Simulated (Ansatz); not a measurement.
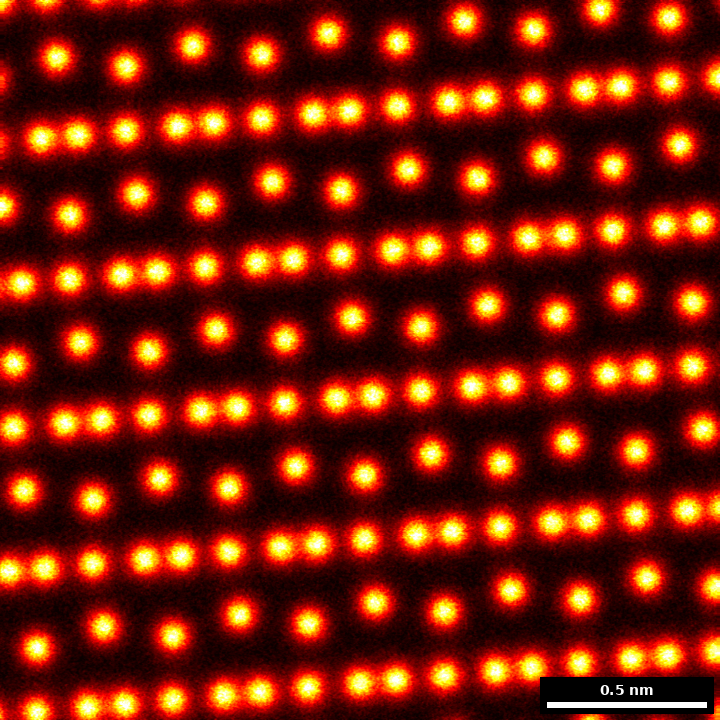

Integrated-DPC-like image of Pt (Fmm2, No. 42). Simulated as the projected potential of neutral atoms (B = 0.8 Å²) blurred by a 0.55 Å probe, the thin-sample limit of integrated differential phase contrast. Shot noise and a slight drift were added. Model: the geometry relaxed with Ansatz, DFT PBE, scalar-relativistic, plane waves, PAW; the starting structure was generated, so it need not be a known form of this composition.

```yaml
crystal:
  lattice:
    - [8.00907, 0.00000, 0.00000]
    - [0.00000, 9.00893, 0.00000]
    - [0.00000, 0.00000, 5.08918]
  atoms:
    - { symbol: Pt, position: [0.82439, 0.00000, 0.45754] }
    - { symbol: Pt, position: [0.17561, 0.00000, 0.45754] }
    - { symbol: Pt, position: [0.00000, 0.22350, 0.67372] }
    - { symbol: Pt, position: [0.00000, 0.27650, 0.17372] }
    - { symbol: Pt, position: [0.00000, 0.00000, 0.00917] }
    - { symbol: Pt, position: [0.82439, 0.50000, 0.95754] }
    - { symbol: Pt, position: [0.17561, 0.50000, 0.95754] }
    - { symbol: Pt, position: [0.00000, 0.72350, 0.17372] }
    - { symbol: Pt, position: [0.00000, 0.77650, 0.67372] }
    - { symbol: Pt, position: [0.00000, 0.50000, 0.50917] }
    - { symbol: Pt, position: [0.32439, 0.00000, 0.95754] }
    - { symbol: Pt, position: [0.67561, 0.00000, 0.95754] }
    - { symbol: Pt, position: [0.50000, 0.22350, 0.17372] }
    - { symbol: Pt, position: [0.50000, 0.27650, 0.67372] }
    - { symbol: Pt, position: [0.50000, 0.00000, 0.50917] }
    - { symbol: Pt, position: [0.32439, 0.50000, 0.45754] }
    - { symbol: Pt, position: [0.67561, 0.50000, 0.45754] }
    - { symbol: Pt, position: [0.50000, 0.72350, 0.67372] }
    - { symbol: Pt, position: [0.50000, 0.77650, 0.17372] }
    - { symbol: Pt, position: [0.50000, 0.50000, 0.00917] }
```

Question: Which beam direction gives this image, [101], [010], [102] or [100]? (Directions equivalent by symmetry count as one.)

Answer: [101]. The projected cells are 4.30 × 4.99 Å, 115° for [101]; 2.54 × 4.00 Å, 90° for [010]; 1.57 × 4.50 Å, 90° for [102]; 2.54 × 4.50 Å, 90° for [100], and the image repeats as the [101] one does.
